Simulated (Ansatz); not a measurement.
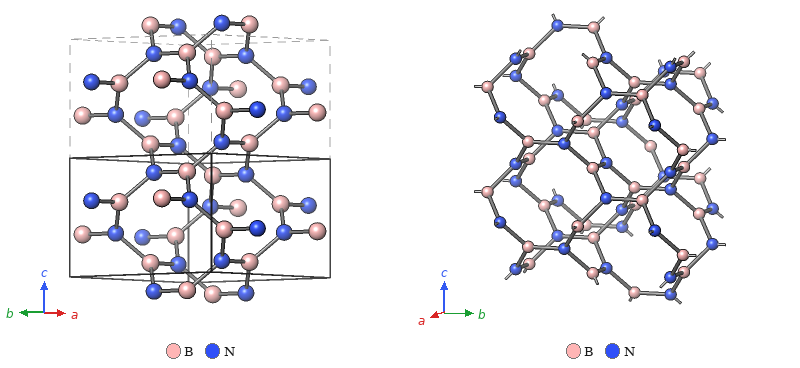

Left: the structure. Right: its underlying net. Nodes are coloured by element. Short stubs are edges that leave the cut-out.

BN (space group I-42d, No. 122): coordinates from a relaxation with Ansatz, DFT PBE, scalar-relativistic, plane waves, PAW; the starting structure was generated, so it need not be a known form of this composition.

Bonds are taken as B–N below 1.7 Å. Simplification: prune 0- and 1-connected atoms, fold 2-connected ones into links.

The result is a uninodal 3-connected, three-periodic net: B and N are 3-connected nodes. It is a single net, without interpenetration.

```tsv
node	links	point symbol	coordination sequence
B and N	3	8²·10	3 6 12 22 35 50 69 92
```
